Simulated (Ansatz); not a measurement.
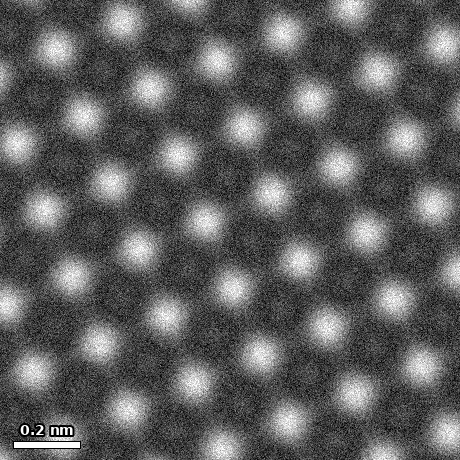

Phase-contrast TEM-like image of Ru (Im-3m, No. 229) along [001]. Simulated in the weak-phase-object approximation with neutral-atom potentials: 200 kV, Cs = −40 µm, defocus +120 Å (negative is underfocus), defocus spread 15 Å, aperture 0.96 1/Å. Shot noise was added. Model: the input geometry of an electronic-structure calculation (not necessarily at equilibrium); the starting structure was generated, so it need not be a known form of this composition.

What point resolution do these settings give, and which lattice spacings pass?

About 1.0 Å (0.66 |Cs|^(1/4) λ^(3/4) with λ = 0.0251 Å). The spacings that carry visible contrast are {110} at 2.20 Å, {200} at 1.55 Å, {220} at 1.10 Å.

Do the atom columns appear dark or bright, and why?

Bright. With negative Cs and overfocus sin χ is positive over the pass band, so the strongest columns (Ru) come out brighter than the background.
